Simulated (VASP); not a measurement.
Band-structure run of Ge (part 1 of 2)

System: Ge (Fd-3m, 2 atoms in the cell).
Method: Kohn-Sham DFT of a periodic cell, r2SCAN, VASP PAW PBE potentials, recommended, no spin polarisation (VASP 6.6.1).

The structure derives from an entry of the Crystallography Open Database.

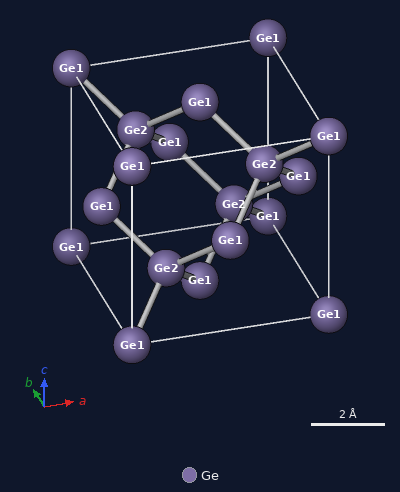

Figure 1. The structure as given in the input (ball-and-stick view of the cell 4 times as large as that of the calculation, set on its symmetry axes, seen at an oblique angle; atoms are numbered from 1 in the order of the input). Near neighbours in the crystal (not all of them lie inside the picture): Ge has 4 Ge at 2.46 Å.

INCAR:
```
SYSTEM = Ge
PREC = Accurate
ENCUT = 520
EDIFF = 1E-6
ISMEAR = 0
SIGMA = 0.03
LREAL = .FALSE.
LASPH = .TRUE.
NELM = 80
ALGO = Normal
ISIF = 2
LWAVE = .FALSE.
LCHARG = .FALSE.
METAGGA = R2SCAN
LMIXTAU = .TRUE.
```

KPOINTS:
```
regular mesh
0
G
  10 10 10
  0 0 0
```

KPOINTS_OPT:
```
explicit points
252
Reciprocal
 0.0000000000  0.0000000000  0.0000000000 1
 0.0357142857  0.0000000000  0.0357142857 1
 0.0714285714  0.0000000000  0.0714285714 1
 0.1071428571  0.0000000000  0.1071428571 1
 0.1428571429  0.0000000000  0.1428571429 1
 0.1785714286  0.0000000000  0.1785714286 1
 0.2142857143  0.0000000000  0.2142857143 1
 0.2500000000  0.0000000000  0.2500000000 1
 0.2857142857  0.0000000000  0.2857142857 1
 0.3214285714  0.0000000000  0.3214285714 1
 0.3571428571  0.0000000000  0.3571428571 1
 0.3928571429  0.0000000000  0.3928571429 1
 0.4285714286  0.0000000000  0.4285714286 1
 0.4642857143  0.0000000000  0.4642857143 1
 0.5000000000  0.0000000000  0.5000000000 1
 0.5000000000  0.0000000000  0.5000000000 1
 0.5000000000  0.0178571429  0.5178571429 1
 0.5000000000  0.0357142857  0.5357142857 1
 0.5000000000  0.0535714286  0.5535714286 1
 0.5000000000  0.0714285714  0.5714285714 1
 0.5000000000  0.0892857143  0.5892857143 1
 0.5000000000  0.1071428571  0.6071428571 1
 0.5000000000  0.1250000000  0.6250000000 1
 0.5000000000  0.1428571429  0.6428571429 1
 0.5000000000  0.1607142857  0.6607142857 1
 0.5000000000  0.1785714286  0.6785714286 1
 0.5000000000  0.1964285714  0.6964285714 1
 0.5000000000  0.2142857143  0.7142857143 1
 0.5000000000  0.2321428571  0.7321428571 1
 0.5000000000  0.2500000000  0.7500000000 1
 0.5000000000  0.2500000000  0.7500000000 1
 0.4910714286  0.2589285714  0.7500000000 1
 0.4821428571  0.2678571429  0.7500000000 1
 0.4732142857  0.2767857143  0.7500000000 1
 0.4642857143  0.2857142857  0.7500000000 1
 0.4553571429  0.2946428571  0.7500000000 1
 0.4464285714  0.3035714286  0.7500000000 1
 0.4375000000  0.3125000000  0.7500000000 1
 0.4285714286  0.3214285714  0.7500000000 1
 0.4196428571  0.3303571429  0.7500000000 1
 0.4107142857  0.3392857143  0.7500000000 1
 0.4017857143  0.3482142857  0.7500000000 1
 0.3928571429  0.3571428571  0.7500000000 1
 0.3839285714  0.3660714286  0.7500000000 1
 0.3750000000  0.3750000000  0.7500000000 1
 0.3750000000  0.3750000000  0.7500000000 1
 0.3482142857  0.3482142857  0.6964285714 1
 0.3214285714  0.3214285714  0.6428571429 1
 0.2946428571  0.2946428571  0.5892857143 1
 0.2678571429  0.2678571429  0.5357142857 1
 0.2410714286  0.2410714286  0.4821428571 1
 0.2142857143  0.2142857143  0.4285714286 1
 0.1875000000  0.1875000000  0.3750000000 1
 0.1607142857  0.1607142857  0.3214285714 1
 0.1339285714  0.1339285714  0.2678571429 1
 0.1071428571  0.1071428571  0.2142857143 1
 0.0803571429  0.0803571429  0.1607142857 1
 0.0535714286  0.0535714286  0.1071428571 1
 0.0267857143  0.0267857143  0.0535714286 1
 0.0000000000  0.0000000000  0.0000000000 1
 0.0000000000  0.0000000000  0.0000000000 1
 0.0357142857  0.0357142857  0.0357142857 1
 0.0714285714  0.0714285714  0.0714285714 1
 0.1071428571  0.1071428571  0.1071428571 1
 0.1428571429  0.1428571429  0.1428571429 1
 0.1785714286  0.1785714286  0.1785714286 1
 0.2142857143  0.2142857143  0.2142857143 1
 0.2500000000  0.2500000000  0.2500000000 1
 0.2857142857  0.2857142857  0.2857142857 1
 0.3214285714  0.3214285714  0.3214285714 1
 0.3571428571  0.3571428571  0.3571428571 1
 0.3928571429  0.3928571429  0.3928571429 1
 0.4285714286  0.4285714286  0.4285714286 1
 0.4642857143  0.4642857143  0.4642857143 1
 0.5000000000  0.5000000000  0.5000000000 1
 0.5000000000  0.5000000000  0.5000000000 1
 0.5089285714  0.4821428571  0.5089285714 1
 0.5178571429  0.4642857143  0.5178571429 1
 0.5267857143  0.4464285714  0.5267857143 1
 0.5357142857  0.4285714286  0.5357142857 1
 0.5446428571  0.4107142857  0.5446428571 1
 0.5535714286  0.3928571429  0.5535714286 1
 0.5625000000  0.3750000000  0.5625000000 1
 0.5714285714  0.3571428571  0.5714285714 1
 0.5803571429  0.3392857143  0.5803571429 1
 0.5892857143  0.3214285714  0.5892857143 1
 0.5982142857  0.3035714286  0.5982142857 1
 0.6071428571  0.2857142857  0.6071428571 1
 0.6160714286  0.2678571429  0.6160714286 1
 0.6250000000  0.2500000000  0.6250000000 1
 0.6250000000  0.2500000000  0.6250000000 1
 0.6160714286  0.2500000000  0.6339285714 1
 0.6071428571  0.2500000000  0.6428571429 1
 0.5982142857  0.2500000000  0.6517857143 1
 0.5892857143  0.2500000000  0.6607142857 1
 0.5803571429  0.2500000000  0.6696428571 1
 0.5714285714  0.2500000000  0.6785714286 1
 0.5625000000  0.2500000000  0.6875000000 1
 0.5535714286  0.2500000000  0.6964285714 1
 0.5446428571  0.2500000000  0.7053571429 1
 0.5357142857  0.2500000000  0.7142857143 1
 0.5267857143  0.2500000000  0.7232142857 1
 0.5178571429  0.2500000000  0.7321428571 1
 0.5089285714  0.2500000000  0.7410714286 1
 0.5000000000  0.2500000000  0.7500000000 1
 0.5000000000  0.2500000000  0.7500000000 1
 0.5000000000  0.2678571429  0.7321428571 1
 0.5000000000  0.2857142857  0.7142857143 1
 0.5000000000  0.3035714286  0.6964285714 1
 0.5000000000  0.3214285714  0.6785714286 1
 0.5000000000  0.3392857143  0.6607142857 1
 0.5000000000  0.3571428571  0.6428571429 1
 0.5000000000  0.3750000000  0.6250000000 1
 0.5000000000  0.3928571429  0.6071428571 1
 0.5000000000  0.4107142857  0.5892857143 1
 0.5000000000  0.4285714286  0.5714285714 1
 0.5000000000  0.4464285714  0.5535714286 1
 0.5000000000  0.4642857143  0.5357142857 1
 0.5000000000  0.4821428571  0.5178571429 1
 0.5000000000  0.5000000000  0.5000000000 1
 0.5000000000  0.5000000000  0.5000000000 1
 0.4910714286  0.4910714286  0.5178571429 1
 0.4821428571  0.4821428571  0.5357142857 1
 0.4732142857  0.4732142857  0.5535714286 1
 0.4642857143  0.4642857143  0.5714285714 1
 0.4553571429  0.4553571429  0.5892857143 1
 0.4464285714  0.4464285714  0.6071428571 1
 0.4375000000  0.4375000000  0.6250000000 1
 0.4285714286  0.4285714286  0.6428571429 1
 0.4196428571  0.4196428571  0.6607142857 1
 0.4107142857  0.4107142857  0.6785714286 1
 0.4017857143  0.4017857143  0.6964285714 1
 0.3928571429  0.3928571429  0.7142857143 1
 0.3839285714  0.3839285714  0.7321428571 1
 0.3750000000  0.3750000000  0.7500000000 1
 0.6250000000  0.2500000000  0.6250000000 1
 0.6160714286  0.2321428571  0.6160714286 1
 0.6071428571  0.2142857143  0.6071428571 1
 0.5982142857  0.1964285714  0.5982142857 1
 0.5892857143  0.1785714286  0.5892857143 1
 0.5803571429  0.1607142857  0.5803571429 1
 0.5714285714  0.1428571429  0.5714285714 1
 0.5625000000  0.1250000000  0.5625000000 1
 0.5535714286  0.1071428571  0.5535714286 1
 0.5446428571  0.0892857143  0.5446428571 1
 0.5357142857  0.0714285714  0.5357142857 1
 0.5267857143  0.0535714286  0.5267857143 1
 0.5178571429  0.0357142857  0.5178571429 1
 0.5089285714  0.0178571429  0.5089285714 1
 0.5000000000  0.0000000000  0.5000000000 1
 0.0000000000  0.0000000000  0.0000000000 1
 0.0000000000  0.0054028200  0.0054028200 1
 0.0000000000 -0.0054028200 -0.0054028200 1
 0.0000000000  0.0157582300  0.0157582300 1
 0.0000000000 -0.0157582300 -0.0157582300 1
 0.0038203700  0.0038203700  0.0076407400 1
-0.0038203700 -0.0038203700 -0.0076407400 1
 0.0111427500  0.0111427500  0.0222855000 1
-0.0111427500 -0.0111427500 -0.0222855000 1
 0.0062386400  0.0062386400  0.0062386400 1
-0.0062386400 -0.0062386400 -0.0062386400 1
 0.0181960300  0.0181960300  0.0181960300 1
-0.0181960300 -0.0181960300 -0.0181960300 1
-0.0038203700  0.0038203700 -0.0000000000 1
 0.0038203700 -0.0038203700  0.0000000000 1
-0.0111427500  0.0111427500  0.0000000000 1
 0.0111427500 -0.0111427500 -0.0000000000 1
 0.3750000000  0.3750000000  0.7500000000 1
 0.3750000000  0.3804028200  0.7554028200 1
 0.3750000000  0.3695971800  0.7445971800 1
 0.3750000000  0.3907582300  0.7657582300 1
 0.3750000000  0.3592417700  0.7342417700 1
 0.3788203700  0.3788203700  0.7576407400 1
 0.3711796300  0.3711796300  0.7423592600 1
 0.3861427500  0.3861427500  0.7722855000 1
 0.3638572500  0.3638572500  0.7277145000 1
 0.3812386400  0.3812386400  0.7562386400 1
 0.3687613600  0.3687613600  0.7437613600 1
 0.3931960300  0.3931960300  0.7681960300 1
 0.3568039700  0.3568039700  0.7318039700 1
 0.3711796300  0.3788203700  0.7500000000 1
 0.3788203700  0.3711796300  0.7500000000 1
 0.3638572500  0.3861427500  0.7500000000 1
 0.3861427500  0.3638572500  0.7500000000 1
 0.5000000000  0.5000000000  0.5000000000 1
 0.5000000000  0.5054028200  0.5054028200 1
 0.5000000000  0.4945971800  0.4945971800 1
 0.5000000000  0.5157582300  0.5157582300 1
 0.5000000000  0.4842417700  0.4842417700 1
 0.5038203700  0.5038203700  0.5076407400 1
 0.4961796300  0.4961796300  0.4923592600 1
 0.5111427500  0.5111427500  0.5222855000 1
 0.4888572500  0.4888572500  0.4777145000 1
 0.5062386400  0.5062386400  0.5062386400 1
 0.4937613600  0.4937613600  0.4937613600 1
 0.5181960300  0.5181960300  0.5181960300 1
 0.4818039700  0.4818039700  0.4818039700 1
 0.4961796300  0.5038203700  0.5000000000 1
 0.5038203700  0.4961796300  0.5000000000 1
 0.4888572500  0.5111427500  0.5000000000 1
 0.5111427500  0.4888572500  0.5000000000 1
 0.6250000000  0.2500000000  0.6250000000 1
 0.6250000000  0.2554028200  0.6304028200 1
 0.6250000000  0.2445971800  0.6195971800 1
 0.6250000000  0.2657582300  0.6407582300 1
 0.6250000000  0.2342417700  0.6092417700 1
 0.6288203700  0.2538203700  0.6326407400 1
 0.6211796300  0.2461796300  0.6173592600 1
 0.6361427500  0.2611427500  0.6472855000 1
 0.6138572500  0.2388572500  0.6027145000 1
 0.6312386400  0.2562386400  0.6312386400 1
 0.6187613600  0.2437613600  0.6187613600 1
 0.6431960300  0.2681960300  0.6431960300 1
 0.6068039700  0.2318039700  0.6068039700 1
 0.6211796300  0.2538203700  0.6250000000 1
 0.6288203700  0.2461796300  0.6250000000 1
 0.6138572500  0.2611427500  0.6250000000 1
 0.6361427500  0.2388572500  0.6250000000 1
 0.5000000000  0.2500000000  0.7500000000 1
 0.5000000000  0.2554028200  0.7554028200 1
 0.5000000000  0.2445971800  0.7445971800 1
 0.5000000000  0.2657582300  0.7657582300 1
 0.5000000000  0.2342417700  0.7342417700 1
 0.5038203700  0.2538203700  0.7576407400 1
 0.4961796300  0.2461796300  0.7423592600 1
 0.5111427500  0.2611427500  0.7722855000 1
 0.4888572500  0.2388572500  0.7277145000 1
 0.5062386400  0.2562386400  0.7562386400 1
 0.4937613600  0.2437613600  0.7437613600 1
 0.5181960300  0.2681960300  0.7681960300 1
 0.4818039700  0.2318039700  0.7318039700 1
 0.4961796300  0.2538203700  0.7500000000 1
 0.5038203700  0.2461796300  0.7500000000 1
 0.4888572500  0.2611427500  0.7500000000 1
 0.5111427500  0.2388572500  0.7500000000 1
 0.5000000000  0.0000000000  0.5000000000 1
 0.5000000000  0.0054028200  0.5054028200 1
 0.5000000000 -0.0054028200  0.4945971800 1
 0.5000000000  0.0157582300  0.5157582300 1
 0.5000000000 -0.0157582300  0.4842417700 1
 0.5038203700  0.0038203700  0.5076407400 1
 0.4961796300 -0.0038203700  0.4923592600 1
 0.5111427500  0.0111427500  0.5222855000 1
 0.4888572500 -0.0111427500  0.4777145000 1
 0.5062386400  0.0062386400  0.5062386400 1
 0.4937613600 -0.0062386400  0.4937613600 1
 0.5181960300  0.0181960300  0.5181960300 1
 0.4818039700 -0.0181960300  0.4818039700 1
 0.4961796300  0.0038203700  0.5000000000 1
 0.5038203700 -0.0038203700  0.5000000000 1
 0.4888572500  0.0111427500  0.5000000000 1
 0.5111427500 -0.0111427500  0.5000000000 1
```

POSCAR:
```
Ge                                      
1.0
    0.0000000000      2.8370028123      2.8370028123
    2.8370028123      0.0000000000      2.8370028123
    2.8370028123      2.8370028123      0.0000000000
  Ge            
     2
Direct
     0.0000000000000000    0.0000000000000000    0.0000000000000000
     0.2500000000000000    0.2500000000000000    0.2500000000000000
```

Launch command:
```bash
cat potpaw_PBE.64/Ge_d/POTCAR > POTCAR
mpirun -np 1 vasp_std > vasp.out
```

OSZICAR:
```
N       E                     dE             d eps       ncg     rms          rms(c)
DAV:   1     0.144315587834E+03    0.14432E+03   -0.15706E+04  1730   0.432E+03
DAV:   2    -0.923858752364E+01   -0.15355E+03   -0.15143E+03  1692   0.549E+02
DAV:   3    -0.297801775391E+02   -0.20542E+02   -0.20288E+02  1840   0.150E+02
DAV:   4    -0.304260564698E+02   -0.64588E+00   -0.64399E+00  1986   0.304E+01
DAV:   5    -0.304370576998E+02   -0.11001E-01   -0.10999E-01  1928   0.407E+00    0.332E+00
DAV:   6    -0.277476541119E+02    0.26894E+01   -0.38210E-01  2050   0.120E+01    0.193E+00
DAV:   7    -0.279905522280E+02   -0.24290E+00   -0.38719E-01  2146   0.943E+00    0.345E-01
DAV:   8    -0.277477546535E+02    0.24280E+00   -0.13129E-01  1880   0.541E+00    0.124E-01
DAV:   9    -0.277404862841E+02    0.72684E-02   -0.63264E-03  1720   0.914E-01    0.107E-01
DAV:  10    -0.276885483827E+02    0.51938E-01   -0.31131E-02  1716   0.215E+00    0.670E-02
[... 55 further cycles ...]
DAV:   9    -0.199377107449E+05   -0.90995E-06     1018
       N       E                     dE             ncg
DAV:   1     0.265840767466E+05   -0.21978E+05      624
DAV:   2     0.239983031209E+05   -0.25858E+04      628
DAV:   3     0.236744168703E+05   -0.32389E+03      652
DAV:   4     0.236649278877E+05   -0.94890E+01      678
DAV:   5     0.236647424923E+05   -0.18540E+00      678
DAV:   6     0.236647363144E+05   -0.61780E-02      674
DAV:   7     0.236647360079E+05   -0.30645E-03      724
DAV:   8     0.236647359944E+05   -0.13549E-04      628
DAV:   9     0.236647359937E+05   -0.67101E-06      406
```

Parts of OUTCAR:
```
SYSTEM = Ge
   PREC = Accurate
   ENCUT = 520
   EDIFF = 1E-6
   ISMEAR = 0
   LREAL = .FALSE.
   LASPH = .TRUE.
   NELM = 80
   ISIF = 2
   METAGGA = R2SCAN

 ion  position               nearest neighbor table
   1  0.000  0.000  0.000-   2 2.46   2 2.46   2 2.46   2 2.46
   2  0.250  0.250  0.250-   1 2.46   1 2.46   1 2.46   1 2.46

  LATTYP: Found a face centered cubic cell.
 ALAT       =     5.6740056246

  Lattice vectors:

 A1 = (   0.0000000000,   2.8370028123,   2.8370028123)
 A2 = (   2.8370028123,   0.0000000000,   2.8370028123)
 A3 = (   2.8370028123,   2.8370028123,   0.0000000000)

Analysis of symmetry for initial positions (statically):
=====================================================================
 Subroutine PRICEL returns:
 Original cell was already a primitive cell.

 Routine SETGRP: Setting up the symmetry group for a
 face centered cubic supercell.

 Subroutine GETGRP returns: Found 48 space group operations
 (whereof 24 operations were pure point group operations)
 out of a pool of 48 trial point group operations.

The static configuration has the point symmetry T_d .
 The point group associated with its full space group is O_h .

Analysis of symmetry for dynamics (positions and initial velocities):
=====================================================================
 Subroutine PRICEL returns:
 Original cell was already a primitive cell.

 Routine SETGRP: Setting up the symmetry group for a
 face centered cubic supercell.

 Subroutine GETGRP returns: Found 48 space group operations
 (whereof 24 operations were pure point group operations)
 out of a pool of 48 trial point group operations.

The dynamic configuration has the point symmetry T_d .
 The point group associated with its full space group is O_h .

 Subroutine INISYM returns: Found 48 space group operations
 (whereof 24 operations are pure point group operations),
 and found     1 'primitive' translations

----------------------------------------------------------------------------------------

                                     Primitive cell

  volume of cell :      45.6677
```
